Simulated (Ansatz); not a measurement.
Consider Cu.

Input

```
crystal:
  lattice:
    - [6.6990634827, 0.0, 0.0]
    - [-3.3495317414, 5.8015591576, 0.0]
    - [-1.4355136034, 0.2762647218, 2.1300588313]
  atoms:
    - { symbol: Cu, position: [0.1428571429, 0.7142857143, 0.0] }
    - { symbol: Cu, position: [0.5714285714, 0.8571428571, 0.0] }
    - { symbol: Cu, position: [0.2857142857, 0.4285714286, 0.0] }
    - { symbol: Cu, position: [0.7142857143, 0.5714285714, 0.0] }
    - { symbol: Cu, position: [0.0, 0.0, 0.0] }
    - { symbol: Cu, position: [0.4285714286, 0.1428571429, 0.0] }
    - { symbol: Cu, position: [0.8571428571, 0.2857142857, 0.0] }
basis:
  ecutwfc: 420
kpoints:
  mp_grid: { grid: [6, 6, 16] }
hamiltonian:
  xc: pbe
scf:
  occupations: { method: gaussian, width: 0.1 }
output:
  forces: true
  stress: true
  eigenvalues: true
  write_density: true
  write_potential: true
  elf: true
  volumetric_format: npy
relax:
  adjacent_minimum: "off"
  f_tol: 0.01
  max_steps: 50
  cell: { fix: [a, b, gamma], stress_tol: 0.1 }
```

Command:

```sh
ansatz run input.yaml --threads 8 --pin off --max-ram 20480MiB --backend cpu --events-out ev --progress --plain --runs-dir out
```

The fields are those of the relaxed geometry.

Space group C2/m; computed pressure about 3 GPa in this cell; computed without spin polarisation.

All numbers below come from DFT PBE, scalar-relativistic, plane waves, PAW in Ansatz.

**What can the converged valence pseudo-density and electron localisation function tell about the bonding?**

Cu–Cu (2.53 Å): the density is about 0.29 e/Å³ at the midpoint; the ELF is about 0.20 at the midpoint: no shared electron pair shows on this line.

**Does the calculation make it a metal, or give it a gap?**

It is gapless in this calculation (a metal or semimetal).

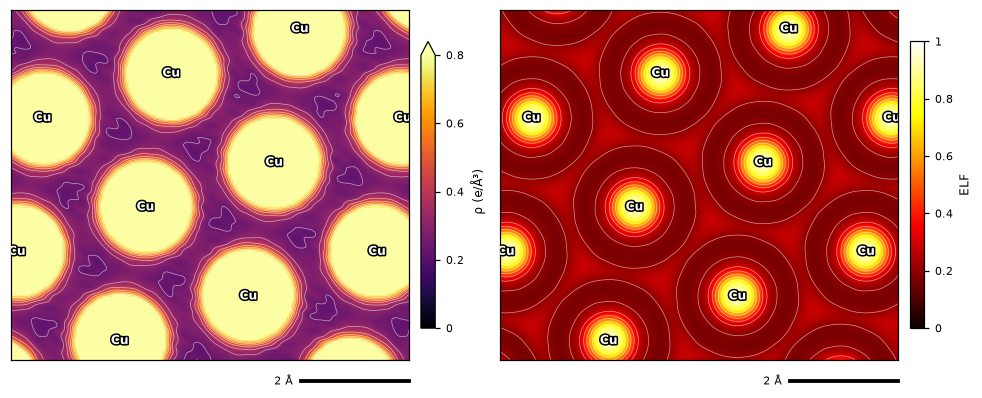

Computed valence pseudo-density and electron localisation function on the (001) plane of the calculation cell, in this order. 

In a PAW calculation such maps are meaningful between the atoms, not at the nuclei.
